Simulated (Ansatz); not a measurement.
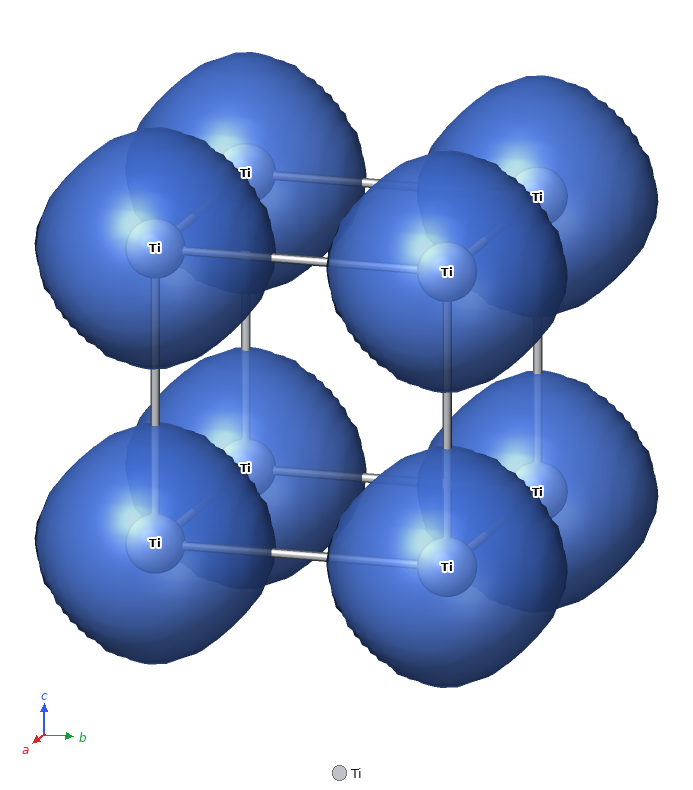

The picture shows: Ti. Isosurface of the valence pseudo-density at 0.4 e/Å³ (blue), seen slightly off an axis. Sticks mark near contacts.

Space group Pm-3m; set up as Ti, simple cubic; a generated structure, not necessarily the stable one; changed on purpose from its base cell (volume × 0.92); computed pressure about 7 GPa in this cell; computed without spin polarisation.

Theory: DFT, RPBE, plane waves (420 eV) with PAW, scalar-relativistic in Ansatz.

```
CELL_PARAMETERS angstrom
2.60434 0.00000 0.00000
0.00000 2.60434 0.00000
0.00000 0.00000 2.60434
ATOMIC_POSITIONS crystal
Ti 0.00000 0.00000 0.00000
```

What does this surface tell about the bonding?

At this value the density breaks into separate islands; it holds about 80 % of the electrons treated as valence (semicore included). It bridges none of the near contacts. It is pinched off along the shortest Ti–Ti (2.60 Å) contacts. On the grid the lowest density along these lines, outside the cores, is 0.27 e/Å³ (Ti–Ti, 2.60 Å).

Does the calculation make it a metal, or give it a gap?

It is gapless in this calculation (a metal or semimetal).
